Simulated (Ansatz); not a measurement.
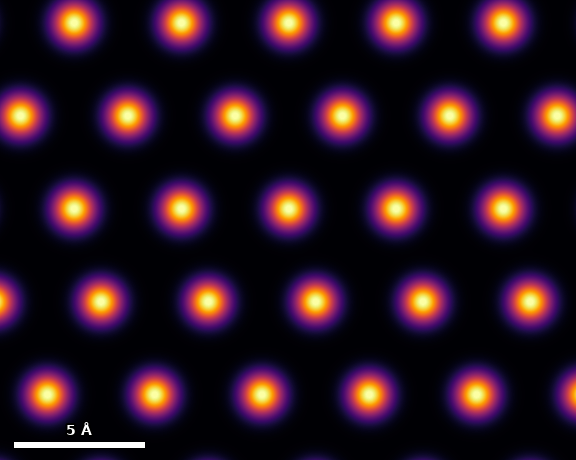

HAADF-like image of Ba (Im-3m, No. 229) along [111]. Simulated incoherent Z contrast: every atom adds Z^1.6 spread by a probe of 1.30 Å full width; channelling and multiple scattering are left out.

One planar defect was built into the perfect crystal by geometry alone, without relaxation. Host structure: a calculation's starting geometry.

### Where does the periodic pattern break, and how?

A planar fault (a stacking fault) runs horizontally about 10 Å below the top edge. The part above it is shifted along the boundary by 1/4 of the 4.10 Å repeat of the rows (1.0 Å to the right, the same as 3.1 Å to the left); both parts keep the same orientation.
